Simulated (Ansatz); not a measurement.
## Ta₂N: single-point calculation (part 2 of 2)

Ta₂N (P-3m1, 54 atoms in the cell); DFT PBE, scalar-relativistic, plane waves, PAW, no spin polarisation (Ansatz 0.2.0); cutoff 420 eV, 3×3×1 k-mesh, Gaussian smearing of 0.05 eV. The structure derives from a Materials Project entry.

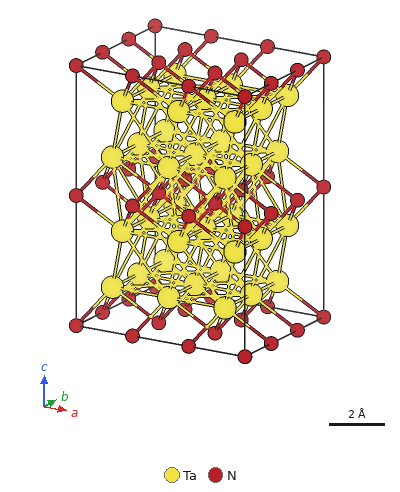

**Figure 1.** The input geometry (ball-and-stick view of the cell of the calculation, seen slightly off an axis). An atom can appear more than once, as a periodic image.

## The program's output, continued
```
--- Forces (eV/Å), atoms counted from 1 ---
  atom   1  Ta     0.00000000     0.00000000    -0.10184042
  atom   2  Ta     0.00000000     0.00000000    -0.10184042
  atom   3  Ta     0.00000000     0.00000000    -0.10184042
  atom   4  Ta     0.00000000     0.00000000    -0.10184042
  atom   5  Ta     0.00000000     0.00000000    -0.10184042
  atom   6  Ta     0.00000000     0.00000000    -0.10184042
  atom   7  Ta     0.00000000     0.00000000    -0.10184042
  atom   8  Ta     0.00000000     0.00000000    -0.10184042
  atom   9  Ta     0.00000000     0.00000000    -0.10184042
  atom  10  Ta     0.00000000     0.00000000    -0.10184042
  atom  11  Ta     0.00000000     0.00000000    -0.10184042
  atom  12  Ta     0.00000000     0.00000000    -0.10184042
  atom  13  Ta     0.00000000     0.00000000    -0.10184042
  atom  14  Ta     0.00000000     0.00000000    -0.10184042
  atom  15  Ta     0.00000000     0.00000000    -0.10184042
  atom  16  Ta     0.00000000     0.00000000    -0.10184042
  atom  17  Ta     0.00000000     0.00000000    -0.10184042
  atom  18  Ta     0.00000000     0.00000000    -0.10184042
  atom  19  Ta    -0.00000000    -0.00000000     0.10184042
  atom  20  Ta    -0.00000000    -0.00000000     0.10184042
  atom  21  Ta    -0.00000000    -0.00000000     0.10184042
  atom  22  Ta    -0.00000000    -0.00000000     0.10184042
  atom  23  Ta    -0.00000000    -0.00000000     0.10184042
  atom  24  Ta    -0.00000000    -0.00000000     0.10184042
  atom  25  Ta    -0.00000000    -0.00000000     0.10184042
  atom  26  Ta    -0.00000000    -0.00000000     0.10184042
  atom  27  Ta    -0.00000000    -0.00000000     0.10184042
  atom  28  Ta    -0.00000000    -0.00000000     0.10184042
  atom  29  Ta    -0.00000000    -0.00000000     0.10184042
  atom  30  Ta    -0.00000000    -0.00000000     0.10184042
  atom  31  Ta    -0.00000000    -0.00000000     0.10184042
  atom  32  Ta    -0.00000000    -0.00000000     0.10184042
  atom  33  Ta    -0.00000000    -0.00000000     0.10184042
  atom  34  Ta    -0.00000000    -0.00000000     0.10184042
  atom  35  Ta    -0.00000000    -0.00000000     0.10184042
  atom  36  Ta    -0.00000000    -0.00000000     0.10184042
  atom  37  N     -0.00000000    -0.00000000     0.00000000
  atom  38  N      0.00000000     0.00000000    -0.00000000
  atom  39  N      0.00000000    -0.00000000     0.00000000
  atom  40  N      0.00000000    -0.00000000     0.00000000
  atom  41  N      0.00000000    -0.00000000     0.00000000
  atom  42  N     -0.00000000     0.00000000     0.00000000
  atom  43  N      0.00000000     0.00000000     0.00000000
  atom  44  N     -0.00000000     0.00000000     0.00000000
  atom  45  N      0.00000000     0.00000000     0.00000000
  atom  46  N      0.00000000    -0.00000000     0.00000000
  atom  47  N     -0.00000000     0.00000000    -0.00000000
  atom  48  N     -0.00000000     0.00000000    -0.00000000
  atom  49  N      0.00000000    -0.00000000    -0.00000000
  atom  50  N      0.00000000     0.00000000     0.00000000
  atom  51  N      0.00000000    -0.00000000    -0.00000000
  atom  52  N      0.00000000    -0.00000000     0.00000000
  atom  53  N      0.00000000    -0.00000000    -0.00000000
  atom  54  N     -0.00000000     0.00000000     0.00000000
  max |Σ_I F_I| component: 2.78e-17 eV/Å
--- Band table (eV) ---
  k-point 0: bands = ["-49.0325", "-48.9971", "-48.9914", "-48.9898", "-48.9898", "-48.9898", "-48.9898", "-48.9898", "-48.9898", "-48.9693", ... 125 levels left out ..., "-15.2528", "-15.2528", "-15.2528", "-15.2528", "-15.2528", "-15.2528", "-15.2188", "-15.2188", "-15.1196", "2.1871", "2.4080", "2.8438", "2.8438", "2.8438", "2.8438", "2.8438", "2.8438", "2.8648", "2.8648", "2.8648", "2.8648", "2.8648", "2.8648", "3.0720", "3.0720", "3.1097", "3.1097", "10.5913", "11.2186",
      "11.3381", "11.3381", "11.3381", "11.3381", "11.3381", "11.3381", "11.5317", "11.5317", "11.5317", "11.5317", "11.5317", "11.5317", "11.9522", "11.9522", "11.9522", "11.9522", "12.2672", "12.2672", "12.2672", "12.2672", "12.7790", "12.7790", "12.7790", "12.7790", "12.7790", "12.7790", "12.8241", "12.8241", "12.8241", "12.8241", "12.8241", "12.8241", "13.2399", "13.2399", "13.3760", "13.3760", "13.3760", "13.3760", "13.3760", "13.3760",
      "13.3852", "13.3852", "13.4035", "13.4035", "13.5183", "13.5183", "13.5183", "13.5183", "13.5183", "13.5183", "13.5614", "13.5614", "14.6240", "15.5130", "15.5130", "15.5130", "15.5130", "15.5130", "15.5130", "16.1752", "16.1752", "16.1752", "16.1752", "16.1752", "16.1752", "16.2443", "16.2443", "16.6040", "16.6040", "16.6040", "16.6040", "16.6040", "16.6040", "16.7353", "16.8298", "16.8298", "16.8298", "16.8298", "16.8298", "16.8298",
      "16.8700", "16.8700", "16.8700", "16.8700", "16.9361", "17.1430", "17.1430", "17.6665", "17.6665", "17.6665", "17.6665", "17.7990", "17.7990", "17.7990", "17.7990", "17.7990", "17.7990", "17.8290", "17.8290", "17.8290", "17.8290", "17.8290", "17.8290", "18.4812", "18.4812", "18.9333", "19.3664", "19.3664", "19.7334", "19.7334", "19.7334", "19.7334", "19.7334", "19.7334", "19.8605", "19.8624", "19.8624", "20.1567", "20.1567", "20.1567",
      "20.1567", "20.1567", "20.1567", "20.2209", "20.2209", "20.3203", "20.3203", "20.3203", "20.3203", "20.3203", "20.3203", "20.3464", "20.3464", "20.3464", "20.3464", "20.7457", "20.7457", "20.8603", "20.8603", "20.8603", "20.8603", "21.2236", "21.2236", "21.2236", "21.2236", "21.2236", "21.2236", "21.3537", "21.4740", "21.6270", "21.6270", "21.6270", "21.6270", "21.6270", "21.6270", "21.8711", "21.8711", "21.9258", "21.9258", "21.9258",
      "21.9258", "21.9258", "21.9258", "21.9349", "21.9349", "21.9349", "21.9349", "21.9349", "21.9349", "22.0516", "22.0516"]
  k-point 1: bands = ["-49.0263", "-49.0101", "-48.9967", "-48.9967", "-48.9928", "-48.9874", "-48.9819", "-48.9781", "-48.9781", "-48.9774", ... 125 levels left out ..., "-15.2880", "-15.2880", "-15.2871", "-15.2438", "-15.2245", "-15.2236", "-15.2236", "-15.1783", "-15.1337", "2.3125", "2.4833", "2.5993", "2.6615", "2.7862", "2.7862", "2.7937", "2.7937", "2.9445", "2.9445", "2.9522", "2.9705", "2.9705", "2.9987", "3.0466", "3.0466", "3.0580", "3.0580", "10.9199", "11.1579",
      "11.1839", "11.3713", "11.3713", "11.4816", "11.4816", "11.5008", "11.5873", "11.5873", "11.6267", "11.6596", "11.6596", "11.7515", "11.7515", "11.8194", "11.9297", "11.9297", "12.2405", "12.4291", "12.4291", "12.5050", "12.5050", "12.5847", "12.6478", "12.6478", "12.7565", "12.7565", "12.7695", "12.9279", "12.9279", "12.9317", "13.0406", "13.0406", "13.0608", "13.0971", "13.1365", "13.1365", "13.1487", "13.1487", "13.1718", "13.1718",
      "13.2454", "13.2454", "13.2590", "13.2782", "13.2782", "13.3368", "13.3368", "13.4249", "13.4932", "13.5083", "13.5119", "13.5641", "15.1204", "15.3305", "15.5217", "15.5217", "15.8691", "15.9376", "15.9376", "15.9925", "15.9925", "16.0758", "16.2633", "16.2633", "16.3370", "16.5800", "16.5800", "16.5861", "16.6013", "16.6013", "16.7104", "16.7104", "16.7765", "16.7765", "16.9278", "16.9435", "16.9435", "16.9481", "16.9563", "16.9563",
      "16.9934", "17.0679", "17.0751", "17.1907", "17.1907", "17.1982", "17.1982", "17.2911", "17.2911", "17.5719", "17.5761", "17.5761", "17.6547", "17.6547", "17.6556", "17.6556", "17.7030", "17.7543", "17.7543", "17.8578", "17.8578", "17.9930", "17.9956", "18.0170", "18.1278", "18.7757", "18.8296", "18.8402", "18.8402", "18.9927", "18.9927", "19.3458", "19.3918", "19.3918", "19.5232", "19.5329", "19.5908", "19.5957", "19.7063", "19.8802",
      "19.8802", "20.2984", "20.3674", "20.3674", "20.3931", "20.4681", "20.5054", "20.5054", "20.6183", "20.6183", "20.6523", "20.6523", "20.6710", "20.7488", "20.7488", "20.8942", "20.9352", "20.9352", "20.9730", "20.9730", "21.0936", "21.2121", "21.2495", "21.2495", "21.2669", "21.2697", "21.3219", "21.3467", "21.4044", "21.4874", "21.4989", "21.4989", "21.5071", "21.6279", "21.6992", "21.6992", "21.7145", "21.7145", "21.8849", "21.8850",
      "21.9492", "21.9492", "21.9868", "22.2167", "22.2167", "22.2622", "22.2622", "22.2670", "22.2670", "22.3057", "22.3112"]
  k-point 2: bands = ["-49.0151", "-49.0151", "-49.0151", "-48.9852", "-48.9852", "-48.9852", "-48.9804", "-48.9804", "-48.9804", "-48.9796", ... 125 levels left out ..., "-15.2987", "-15.2987", "-15.2987", "-15.2540", "-15.2540", "-15.2540", "-15.1631", "-15.1631", "-15.1631", "2.5176", "2.5176", "2.5176", "2.6105", "2.6105", "2.6105", "2.9508", "2.9508", "2.9508", "2.9590", "2.9590", "2.9590", "3.0017", "3.0017", "3.0017", "3.0287", "3.0287", "3.0287", "11.2784", "11.2784",
      "11.2784", "11.3308", "11.3308", "11.3308", "11.4836", "11.4836", "11.4836", "11.5982", "11.5982", "11.5982", "11.9362", "11.9362", "11.9362", "11.9831", "11.9831", "11.9831", "12.1110", "12.1110", "12.1110", "12.4693", "12.4693", "12.4693", "12.7091", "12.7091", "12.7091", "13.0083", "13.0083", "13.0083", "13.0093", "13.0093", "13.0093", "13.0449", "13.0449", "13.0449", "13.0763", "13.0763", "13.0763", "13.0847", "13.0847", "13.0847",
      "13.1092", "13.1092", "13.1092", "13.1466", "13.1466", "13.1466", "13.3865", "13.3865", "13.3865", "13.5014", "13.5014", "13.5014", "15.3437", "15.3437", "15.3437", "15.8451", "15.8451", "15.8451", "16.1419", "16.1419", "16.1419", "16.2963", "16.2963", "16.2963", "16.3635", "16.3635", "16.3635", "16.6496", "16.6496", "16.6496", "16.7835", "16.7835", "16.7835", "16.8931", "16.8931", "16.8931", "17.0845", "17.0845", "17.0845", "17.1737",
      "17.1737", "17.1737", "17.2381", "17.2381", "17.2381", "17.2581", "17.2581", "17.2581", "17.3688", "17.3688", "17.3688", "17.4235", "17.4235", "17.4235", "17.5636", "17.5636", "17.5636", "17.8517", "17.8517", "17.8517", "17.9232", "17.9232", "17.9232", "18.2703", "18.2703", "18.2703", "18.4867", "18.4867", "18.4867", "19.1921", "19.1921", "19.1921", "19.2443", "19.2443", "19.2443", "19.3440", "19.3440", "19.3440", "19.8499", "19.8499",
      "19.8499", "19.9600", "19.9600", "19.9600", "20.3859", "20.3859", "20.3859", "20.5444", "20.5444", "20.5444", "20.6782", "20.6782", "20.6782", "21.0612", "21.0612", "21.0612", "21.1795", "21.1795", "21.1795", "21.2919", "21.2919", "21.2919", "21.3666", "21.3666", "21.3666", "21.3876", "21.3876", "21.3876", "21.4054", "21.4054", "21.4054", "21.5282", "21.5282", "21.5282", "21.6701", "21.6701", "21.6701", "21.8689", "21.8689", "21.8689",
      "22.1365", "22.1365", "22.1365", "22.2118", "22.2118", "22.2118", "22.2985", "22.2985", "22.2985", "22.4981", "22.4981"]
```

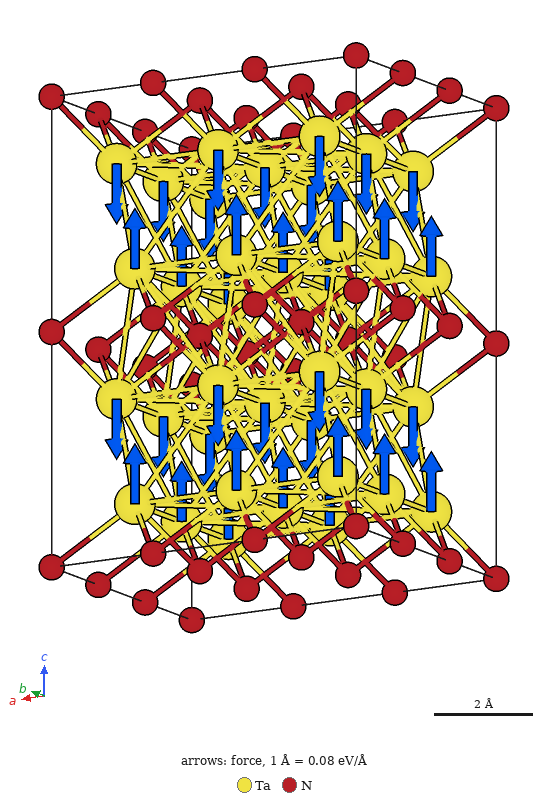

**Figure 2.** Forces on the atoms as blue arrows (ball-and-stick view of the cell of the calculation, seen at an oblique angle). The largest act on all 36 Ta atoms (0.10 eV/Å). Atoms are counted from 1 in the order of the input and aren't labelled in the picture. 

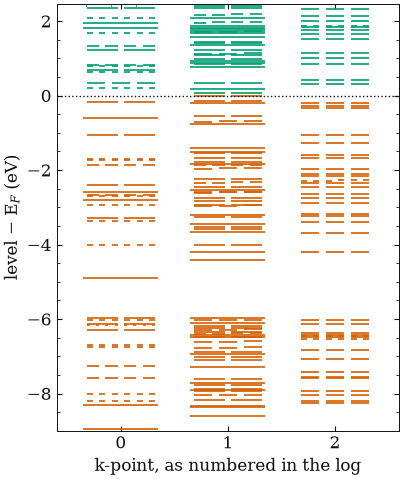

**Figure 3.** Kohn–Sham levels near the Fermi level (dotted) at the few k-points that the log prints; levels within 0.02 eV of each other stand side by side. The system is metallic on the full mesh.

## Results in brief

- outcome: converged
- space group (tolerance 0.01 Å): P-3m1 (164)
- electrons treated: 558
- free energy: −364517.0220 eV
- Fermi energy: 19.532 eV
- gap on the k-point mesh: none (metallic)
- largest force (length of the vector): 0.102 eV/Å
- hardware: 8 threads of Arm Neoverse V1, 24 GiB of memory available, shared host
- wall time: 7.6 s (CPU time 58 s)
- peak memory: 3.4 GiB

The program warns: the structure was made exactly symmetric. Spin–orbit coupling is left out, which matters for Ta. The k-point mesh is coarse for a cell of this size, so the results may not be converged.
